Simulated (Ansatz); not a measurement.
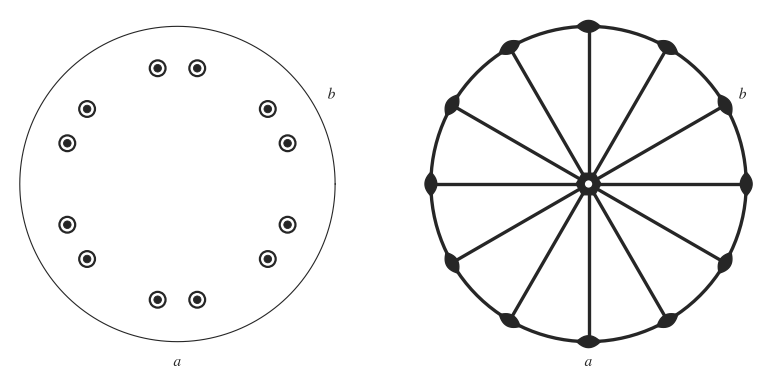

Stereographic projection: filled dots lie in the upper hemisphere, open rings in the lower; heavy lines are mirror planes (a heavy rim: a mirror in the plane of the page); lens, triangle, square and hexagon are 2-, 3-, 4- and 6-fold axes, a lens in an open square is −4, a triangle in an open hexagon −6; thin dashed diameters join the ends of axes that lie in the page; a small open circle marks inversion. The c axis points at the viewer. Left: one general form; right: the symmetry elements. Computed from the symmetry operations of a computed or model structure of composition Mo.

> Identify the point group and its elements.

6/mmm (D6h), order 24, hexagonal system: one sixfold axis, six twofold axes, seven mirror planes, an inversion centre.

> Which physical properties does it allow?

It is centrosymmetric, so neither piezoelectric nor pyroelectric; it is not chiral.
